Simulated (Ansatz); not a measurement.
```
Ni
1.0
     2.44802    0.00000    0.00000
    -1.22401    2.12005    0.00000
     0.00000    0.00000    4.07281
Ni
2
Direct
  0.66667 0.33333 0.75000
  0.33333 0.66667 0.25000
```

Space group P6₃/mmc; a structure from a database of computed crystals, not necessarily the ambient phase; computed pressure about 7 GPa in this cell; spin-polarised.

These are results of Kohn-Sham DFT of a periodic cell, PBE, Ansatz PAW (Ansatz 0.2.0), not measurements.

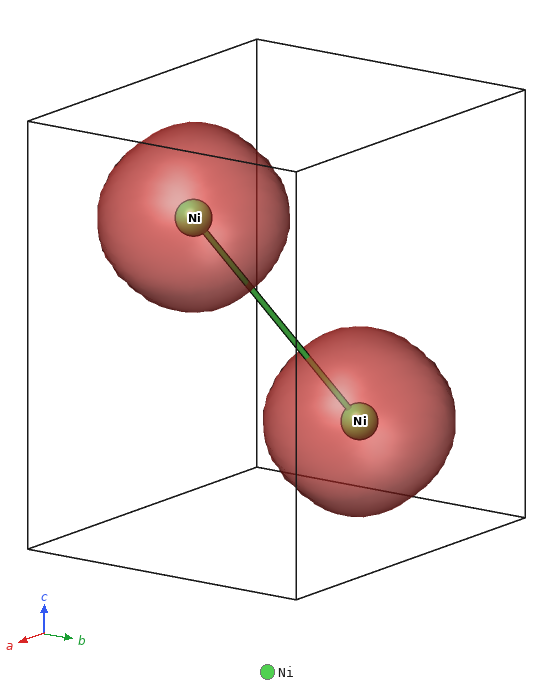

Ni. Isosurface of the magnetisation density (up minus down) at +0.04 e/Å³ (red), seen at an oblique angle. Sticks mark near contacts.

Which atoms carry the moments, and with what signs?

Answer. The spin density sits on Ni: +0.7 μB (×2) in one cell of 2 atoms: parallel main moments (a ferromagnetic arrangement) in this solution. The cell of the calculation (2 atoms) carries 1.3 μB of net spin moment.
